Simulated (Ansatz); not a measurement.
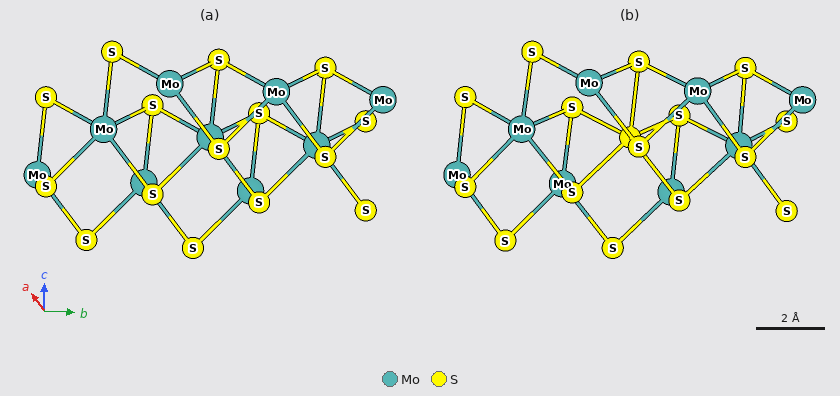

Left: perfect MoS2. Right: the same region with one point defect, after relaxing the atoms in a supercell of 39 sites. Style: ball-and-stick. Shown: the atoms within 6.0 Å of one point, in a slice 5.0 Å thick across the line of sight, from a free direction.

These are results of Ansatz, DFT PBE, scalar-relativistic, plane waves, PAW, not measurements. Settings: plane-wave cutoff 420 eV; k-point mesh 2 × 2 × 2; occupations gaussian; smearing width 0.01 eV; mesh shifted by (0.5, 0.5, 0.5); no spin polarisation. The cell is small and the k-mesh coarse, so the numbers are rough. The axes drawn are those of the host's conventional cell.

Question: Which defect is it?

Answer: A molybdenum atom is replaced by sulfur.

The charge state of the cell is 0.

Question: How does the lattice respond?

Answer: In the host the Mo atom has 6 S at 2.41 Å; the S atom ends with 6 S at 2.37 to 2.38 Å. Of the host's atoms, a sulfur atom moves furthest from its site, by 0.07 Å. Relaxing the atoms from the host's sites lowers the energy by 0.30 eV. At a tolerance of 0.02 Å the relaxed supercell has space group R3.
